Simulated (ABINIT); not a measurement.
# Dielectric calculation of SiC (part 3 of 3)

Continued. System: SiC (P6₃mc, 4 atoms in the cell). Method: Kohn-Sham DFT of a periodic cell, PBE, JTH PAW PBE v2.0, no spin polarisation (ABINIT 10.8.3); cutoff 517.02 eV, 8×8×4 k-mesh, fixed occupations. The structure derives from an entry of the Crystallography Open Database.

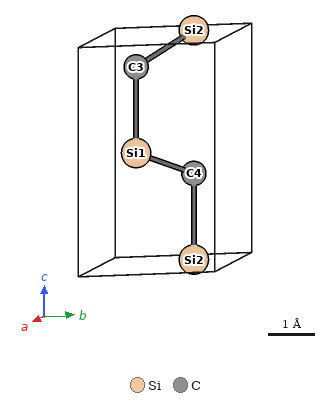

Fig. 1: The structure as given in the input (ball-and-stick view of the cell of the calculation, seen slightly off an axis; atoms are numbered from 1 in the order of the input).

Output, continued
```
 At SCF step   31   max residual=  9.85E-19 < tolwfr=  1.00E-18 =>converged.
================================================================================

 ----iterations are completed or convergence reached----

 Mean square residual over all n,k,spin=   54.015E-20; max=  98.463E-20
 dfpt_looppert : ek2=    1.3761290708E+01
          f-sum rule ratio=    9.9822962567E-01 (note : ecutsm/=0)
 Expectation of eigenvalue derivatives (hartree) for nkpt= 128  k points:
  (in case of degenerate eigenvalues, averaged derivative)
 kpt#   1, nband=  8, wtk=  0.00781, kpt=  0.0000  0.0000  0.1250 (reduced coord)
   0.04442   -0.16894    0.24135    0.02514    0.02514   -0.24086   -0.03422   -0.03422
 prteigrs : prtvol=0 or 1, do not print more k-points.

 2DEtotal=   -0.6570988911E+01 Ha. Also 2DEtotal=   -0.178805717274E+03 eV
    (  non-var. 2DEtotal :   -6.5709889104E+00 Ha)
================================================================================

 ---- first-order wavefunction calculations are completed ----

 respfn : d/dk was computed, but no 2DTE, so no DDB output.

================================================================================
== DATASET  3 ==================================================================

--- !DatasetInfo
iteration_state: {dtset: 3, }
dimensions: {natom: 4, nkpt: 128, mband: 8, nsppol: 1, nspinor: 1, nspden: 1, mpw: 1128, }
cutoff_energies: {ecut:  19.0, pawecutdg:  38.0, }
electrons: {nelect:   1.60000000E+01, charge:   0.00000000E+00, occopt:   1.00000000E+00, tsmear:   1.00000000E-02, }
meta: {optdriver: 1, rfelfd: 3, }
...

 mkfilename : getwfk/=0, take file _WFK from output of DATASET   1.

 mkfilename : getddk/=0, take file _1WF from output of DATASET   2.

 Exchange-correlation functional for the present dataset will be:
  GGA: Perdew-Burke-Ernzerhof functional - ixc=11
  J.P.Perdew, K.Burke, M.Ernzerhof, PRL 77, 3865 (1996)

 Real(R)+Recip(G) space primitive vectors, cartesian coordinates (Bohr,Bohr^-1):
 R(1)=  5.8381842  0.0000000  0.0000000  G(1)=  0.1712861  0.0988921  0.0000000
 R(2)= -2.9190921  5.0560158  0.0000000  G(2)=  0.0000000  0.1977842  0.0000000
 R(3)=  0.0000000  0.0000000  9.5813184  G(3)=  0.0000000  0.0000000  0.1043698
 Unit cell volume ucvol=  2.8282089E+02 bohr^3
 Angles (23,13,12)=  9.00000000E+01  9.00000000E+01  1.20000000E+02 degrees
 setup1 : take into account q-point for computing boxcut.

 Coarse grid specifications (used for wave-functions):

 getcut: wavevector=  0.0000  0.0000  0.0000  ngfft=  24  24  40
         ecut(hartree)=     19.000   => boxcut(ratio)=   2.09504

 Fine grid specifications (used for densities):

 getcut: wavevector=  0.0000  0.0000  0.0000  ngfft=  36  36  54
         ecut(hartree)=     38.000   => boxcut(ratio)=   2.03101
--------------------------------------------------------------------------------

-open ddk wf file :runo_DS2_1WF13
-open ddk wf file :runo_DS2_1WF14
-open ddk wf file :runo_DS2_1WF15

 ==>  initialize data related to q vector <==

 The list of irreducible perturbations for this q vector is:
    1)    idir= 1    ipert=   6
    2)    idir= 3    ipert=   6

================================================================================

 The perturbation idir=   2  ipert=   6 is
 symmetric of a previously calculated perturbation.
 So, its SCF calculation is not needed.

--------------------------------------------------------------------------------
 Perturbation wavevector (in red.coord.)   0.000000  0.000000  0.000000
 Perturbation : homogeneous electric field along direction   1
 The set of symmetries contains only one element for this perturbation.
 symkpt : not enough symmetry to change the number of k points.

--------------------------------------------------------------------------------

--------------------------------------------------------------------------------

 Initialisation of the first-order wave-functions :
  ireadwf=   0

--- !BeginCycle
iteration_state: {dtset: 3, }
solver: {iscf: 7, nstep: 80, nline: 4, wfoptalg: 10, }
tolerances: {tolvrs: 1.00E-08, }
...

     iter   2DEtotal(Ha)        deltaE(Ha) residm    vres2
-ETOT  1  -206.37010757952     -2.064E+02 1.811E+00 1.490E+04
 ETOT  2  -210.08832639376     -3.718E+00 1.891E-03 8.349E+02
 ETOT  3  -210.25759250083     -1.693E-01 5.552E-04 2.228E+01
 ETOT  4  -210.26417568780     -6.583E-03 1.994E-04 1.907E+00
 ETOT  5  -210.26530174181     -1.126E-03 1.918E-05 4.300E-01
 ETOT  6  -210.26549310542     -1.914E-04 3.587E-06 1.309E-02
 ETOT  7  -210.26551976697     -2.666E-05 1.851E-06 1.143E-02
 ETOT  8  -210.26552897564     -9.209E-06 4.771E-07 1.248E-03
 ETOT  9  -210.26553136914     -2.393E-06 1.958E-07 4.420E-05
 ETOT 10  -210.26553193502     -5.659E-07 5.897E-08 1.348E-04
 ETOT 11  -210.26553214959     -2.146E-07 2.822E-08 4.232E-06
 ETOT 12  -210.26553220629     -5.671E-08 8.305E-09 2.592E-06
 ETOT 13  -210.26553222658     -2.029E-08 4.302E-09 6.741E-07
 ETOT 14  -210.26553223300     -6.416E-09 1.332E-09 8.360E-07
 ETOT 15  -210.26553223538     -2.383E-09 5.802E-10 2.371E-07
 ETOT 16  -210.26553223619     -8.109E-10 2.182E-10 5.223E-08
 ETOT 17  -210.26553223648     -2.915E-10 9.851E-11 4.381E-10

 At SCF step   17       vres2   =  4.38E-10 < tolvrs=  1.00E-08 =>converged.
-open ddk wf file :runo_DS2_1WF13
-open ddk wf file :runo_DS2_1WF14
-open ddk wf file :runo_DS2_1WF15
================================================================================

 ----iterations are completed or convergence reached----

 Mean square residual over all n,k,spin=   27.296E-13; max=  98.512E-12

 2DEtotal=   -0.2102655322E+03 Ha. Also 2DEtotal=   -0.572161661190E+04 eV
    (  non-var. 2DEtotal :   -2.1026553344E+02 Ha)

--------------------------------------------------------------------------------
 Perturbation wavevector (in red.coord.)   0.000000  0.000000  0.000000
 Perturbation : homogeneous electric field along direction   3
 The set of symmetries contains only one element for this perturbation.
 symkpt : not enough symmetry to change the number of k points.

--------------------------------------------------------------------------------

--------------------------------------------------------------------------------

 Initialisation of the first-order wave-functions :
  ireadwf=   0

--- !BeginCycle
iteration_state: {dtset: 3, }
solver: {iscf: 7, nstep: 80, nline: 4, wfoptalg: 10, }
tolerances: {tolvrs: 1.00E-08, }
...

     iter   2DEtotal(Ha)        deltaE(Ha) residm    vres2
-ETOT  1  -60.841810421988     -6.084E+01 3.533E-01 3.642E+03
 ETOT  2  -61.750775043547     -9.090E-01 4.743E-04 2.098E+02
 ETOT  3  -61.792164687275     -4.139E-02 7.645E-05 6.999E+00
 ETOT  4  -61.793928384727     -1.764E-03 5.446E-05 8.052E-01
 ETOT  5  -61.794337562021     -4.092E-04 4.198E-06 1.035E-01
 ETOT  6  -61.794388524331     -5.096E-05 1.142E-06 1.390E-02
 ETOT  7  -61.794401612364     -1.309E-05 3.200E-07 8.879E-04
 ETOT  8  -61.794404106492     -2.494E-06 1.088E-07 4.457E-04
 ETOT  9  -61.794404990345     -8.839E-07 3.679E-08 2.374E-05
 ETOT 10  -61.794405178993     -1.886E-07 1.047E-08 3.271E-05
 ETOT 11  -61.794405261699     -8.271E-08 5.106E-09 1.131E-06
 ETOT 12  -61.794405281852     -2.015E-08 1.280E-09 1.221E-06
 ETOT 13  -61.794405289037     -7.185E-09 5.974E-10 8.851E-08
 ETOT 14  -61.794405291201     -2.164E-09 2.195E-10 1.552E-08
 ETOT 15  -61.794405291946     -7.448E-10 1.311E-10 3.042E-09

 At SCF step   15       vres2   =  3.04E-09 < tolvrs=  1.00E-08 =>converged.
-open ddk wf file :runo_DS2_1WF15
-open ddk wf file :runo_DS2_1WF14
-open ddk wf file :runo_DS2_1WF13
================================================================================

 ----iterations are completed or convergence reached----

 Mean square residual over all n,k,spin=   79.432E-13; max=  13.110E-11

 2DEtotal=   -0.6179440529E+02 Ha. Also 2DEtotal=   -0.168151143024E+04 eV
    (  non-var. 2DEtotal :   -6.1794404015E+01 Ha)
================================================================================

 ---- first-order wavefunction calculations are completed ----

 ==> Compute Derivative Database <==
 The violation of the charge neutrality conditions
 by the effective charges is as follows :
    atom        electric field
 displacement     direction
       1               1       -0.048669        0.000000
       1               2        0.000000        0.000000
       1               3        0.000000        0.000000
       2               1       -0.000000        0.000000
       2               2       -0.048669        0.000000
       2               3       -0.000000        0.000000
       3               1        0.000000        0.000000
       3               2        0.000000        0.000000
       3               3       -0.040087        0.000000

 Effective charge tensors after
 imposition of the charge neutrality (if requested by user),
 and eventual restriction to some part :
   atom    displacement
         1         1    2.650657E+00   -9.163131E-10    5.814315E-10
         1         2   -1.766277E-09    2.650657E+00    6.319111E-10
         1         3    1.861907E-10    8.078569E-10    2.848421E+00
         2         1    2.650657E+00    1.310421E-09   -3.173506E-10
         2         2    2.062405E-09    2.650657E+00   -6.786783E-10
         2         3    7.199928E-10   -1.666648E-10    2.848421E+00
         3         1   -2.650657E+00   -2.258862E-10   -1.639509E-10
         3         2   -1.735608E-10   -2.650657E+00   -3.023565E-11
         3         3   -4.888404E-10   -3.708435E-10   -2.848421E+00
         4         1   -2.650657E+00   -1.682214E-10   -1.001300E-10
         4         2   -1.225677E-10   -2.650657E+00    7.700289E-11
         4         3   -4.173431E-10   -2.703485E-10   -2.848421E+00
 Now, the imaginary part of the dynamical matrix is zeroed

  Dielectric tensor, in cartesian coordinates,
     j1       j2             matrix element
  dir pert dir pert     real part    imaginary part

   1    6   1    6         7.0495570193        -0.0000000000

   2    6   2    6         7.0495570496        -0.0000000000

   3    6   3    6         7.3846681500        -0.0000000000

  Effective charges, in cartesian coordinates,
  (from electric field response)
   if specified in the inputs, charge neutrality has been imposed
     j1       j2             matrix element
  dir pert dir pert     real part    imaginary part

   1    1   1    6         2.6506565669         0.0000000000
   1    2   1    6         2.6506565697         0.0000000000
   1    3   1    6        -2.6506565683         0.0000000000
   1    4   1    6        -2.6506565683         0.0000000000

   2    1   2    6         2.6506565702         0.0000000000
   2    2   2    6         2.6506565676         0.0000000000
   2    3   2    6        -2.6506565688         0.0000000000
   2    4   2    6        -2.6506565689         0.0000000000

   3    1   3    6         2.8484212709         0.0000000000
   3    2   3    6         2.8484212712         0.0000000000
   3    3   3    6        -2.8484212710         0.0000000000
   3    4   3    6        -2.8484212710         0.0000000000

  Warning: The rigid-atom proper piezoelectric tensor
  from  electric field response requires nsym=1

== END DATASET(S) ==============================================================
================================================================================

 -outvars: echo values of variables after computation  --------
            acell      1.0000000000E+00  1.0000000000E+00  1.0000000000E+00 Bohr
           etotal1    -1.9497241204E+01
           etotal2    -6.5709889109E+00
           etotal3    -6.1794405292E+01
            fcart1    -5.9035237147E-27 -3.0675608986E-26 -1.7699731508E-04
                      -5.9035237147E-27 -3.4084010082E-27 -1.7699731508E-04
                      -2.9517618573E-26  5.1126014904E-26  1.7699731508E-04
                       4.1324666003E-26 -1.7042004910E-26  1.7699731508E-04
            fcart3     0.0000000000E+00  0.0000000000E+00  0.0000000000E+00
                       0.0000000000E+00  0.0000000000E+00  0.0000000000E+00
                       0.0000000000E+00  0.0000000000E+00  0.0000000000E+00
                       0.0000000000E+00  0.0000000000E+00  0.0000000000E+00
            rprim      5.8381841968E+00  0.0000000000E+00  0.0000000000E+00
                      -2.9190921078E+00  5.0560158391E+00  0.0000000000E+00
                       0.0000000000E+00  0.0000000000E+00  9.5813184044E+00
           strten1     1.4489086252E-07  1.4487256185E-07 -1.1566558709E-08
                       0.0000000000E+00  0.0000000000E+00  6.7735695534E-12
           strten3     0.0000000000E+00  0.0000000000E+00  0.0000000000E+00
                       0.0000000000E+00  0.0000000000E+00  0.0000000000E+00
           xangst      1.5447170123E+00  8.9184278607E-01  2.5584022200E+00
                      -3.3161771408E-09  1.7836855721E+00  2.3294546686E-02
                       1.5447170123E+00  8.9184278607E-01  4.4638460350E+00
                      -3.3161771408E-09  1.7836855721E+00  1.9287383617E+00
             xred      6.6666666667E-01  3.3333333333E-01  5.0459439000E-01
                       3.3333333333E-01  6.6666666667E-01  4.5943900000E-03
                       6.6666666667E-01  3.3333333333E-01  8.8040561000E-01
                       3.3333333333E-01  6.6666666667E-01  3.8040561000E-01
 Calculation completed.
```

File anaddb.abo
```
.Version 10.8.3 of ANADDB
================================================================================

 -outvars_anaddb: echo values of input variables ----------------------

 Flags :
     dieflag         2
 Miscellaneous information :
         asr         2

================================================================================

 read the DDB information and perform some checks

  ==== Info on the Cryst% object ====
 Real(R)+Recip(G) space primitive vectors, cartesian coordinates (Bohr,Bohr^-1):
 R(1)=  5.8381842  0.0000000  0.0000000  G(1)=  0.1712861  0.0988921  0.0000000
 R(2)= -2.9190921  5.0560158  0.0000000  G(2)=  0.0000000  0.1977842  0.0000000
 R(3)=  0.0000000  0.0000000  9.5813184  G(3)=  0.0000000  0.0000000  0.1043698
 Unit cell volume ucvol=  2.8282089E+02 bohr^3
 Angles (23,13,12)=  9.00000000E+01  9.00000000E+01  1.20000000E+02 degrees
 Time-reversal symmetry is present
 Reduced atomic positions [iatom, xred, symbol]:
    1)    0.6666667  0.3333333  0.5045944  Si
    2)    0.3333333  0.6666667  0.0045944  Si
    3)    0.6666667  0.3333333  0.8804056   C
    4)    0.3333333  0.6666667  0.3804056   C

 DDB file with 3 blocks has been read.

================================================================================

 Dielectric Tensor and Effective Charges

 anaddb : Zero the imaginary part of the Dynamical Matrix at Gamma,
   and impose the ASR on the effective charges

 The violation of the charge neutrality conditions
 by the effective charges is as follows :
    atom        electric field
 displacement     direction
       1               1       -0.048669        0.000000
       1               2        0.000000        0.000000
       1               3        0.000000        0.000000
       2               1       -0.000000        0.000000
       2               2       -0.048669        0.000000
       2               3        0.000000        0.000000
       3               1        0.000000        0.000000
       3               2       -0.000000        0.000000
       3               3       -0.040087        0.000000

 Effective charge tensors after
 imposition of the charge neutrality (if requested by user),
 and eventual restriction to some part :
   atom    displacement
         1         1    2.650657E+00    0.000000E+00   -2.109930E-28
         1         2    3.745936E-17    2.650657E+00    1.989675E-27
         1         3   -1.190739E-26   -3.726830E-26    2.848421E+00
         2         1    2.650657E+00    0.000000E+00   -2.109930E-28
         2         2    1.070248E-16    2.650657E+00   -6.090843E-28
         2         3    3.572217E-26    1.917689E-26    2.848421E+00
         3         1   -2.650657E+00    0.000000E+00   -2.109930E-28
         3         2   -5.163313E-16   -2.650657E+00   -6.090843E-28
         3         3   -1.316080E-26    9.769361E-27   -2.848421E+00
         4         1   -2.650657E+00    0.000000E+00    6.329789E-28
         4         2    3.718471E-16   -2.650657E+00   -7.715067E-28
         4         3   -1.065398E-26    8.322048E-27   -2.848421E+00
 Now, the imaginary part of the dynamical matrix is zeroed

================================================================================

 anaddb : the run completed successfully.
```

The run was set up as follows.

The input
```
# Datasets
ndtset 3

# Pseudopotentials
pp_dirpath "./"
pseudos "Si.GGA_PBE-JTH.xml, C.GGA_PBE-JTH.xml"

# Structure
acell 3*1.0
rprim
     5.8381841968     0.0000000000     0.0000000000
    -2.9190921078     5.0560158391     0.0000000000
     0.0000000000     0.0000000000     9.5813184044
ntypat 2
znucl 14 6
natom 4
typat 1 1 2 2
chkprim 0
chksymtnons 0
tolsym 1.0e-6
xred
            2/3            1/3   0.5045943900
            1/3            2/3   0.0045943900
            2/3            1/3   0.8804056100
            1/3            2/3   0.3804056100

# Plane-wave basis
ecut 517.016339 eV
pawecutdg 38.0
ecutsm 0.5

# k points
ngkpt 8 8 4
nshiftk 1
shiftk 0.0 0.0 0.5

# Exchange and correlation
ixc 11

# Bands and occupations
nband 8
occopt 1

# SCF cycle
nstep 80
diemac 6.0

# Output
prteig 0
prtebands 0
prtwf 0
prtden 0
prtpot 0

# Dataset 1: ground state
kptopt1 1
tolvrs1 1.0e-11
prtwf1 1
tolwfr1 1.0e-15

# Dataset 2: derivatives of the wave functions by k
iscf2 -3
rfelfd2 2
rfdir2 1 1 1
getwfk2 1
kptopt2 2
nqpt2 1
qpt2 0.0 0.0 0.0
tolwfr2 1.0e-18
prtwf2 1

# Dataset 3: response at q = 0 to electric field
rfelfd3 3
rfdir3 1 1 1
getwfk3 1
getddk3 2
kptopt3 2
nqpt3 1
qpt3 0.0 0.0 0.0
tolvrs3 1.0e-8
```

File mrgddb.in
```
merged_DDB
SiC
2
runo_DS1_DDB
runo_DS3_DDB
```

File anaddb.abi
```
ddb_filepath "merged_DDB"
output_file "anaddb.abo"
outdata_prefix "ana"
asr 2
chneut 1
dipdip 1
dieflag 2
enunit 0
```

Run as:
```bash
abinit run.abi > log 2>&1
mrgddb < mrgddb.in > mrgddb.log 2>&1
anaddb anaddb.abi > anaddb.log 2>&1
```

Key numbers

- outcome: converged
- space group (tolerance 0.01 Å): P6₃mc (186)
- electrons treated: 16
- free energy: −530.5470 eV
- Fermi energy: 7.702 eV
- pressure: 0.00 GPa
- largest force (length of the vector): 0.009 eV/Å
- ε∞ (xx, yy, zz): 7.05, 7.05, 7.38
- Born charges (mean of the diagonal): Si1, Si2 (2.72 e); C3, C4 (−2.72 e)
- hardware: 1 thread of Arm Neoverse V1, 24 GiB of memory available, shared host
- wall time: 6.9 min
- peak memory: 0.34 GiB
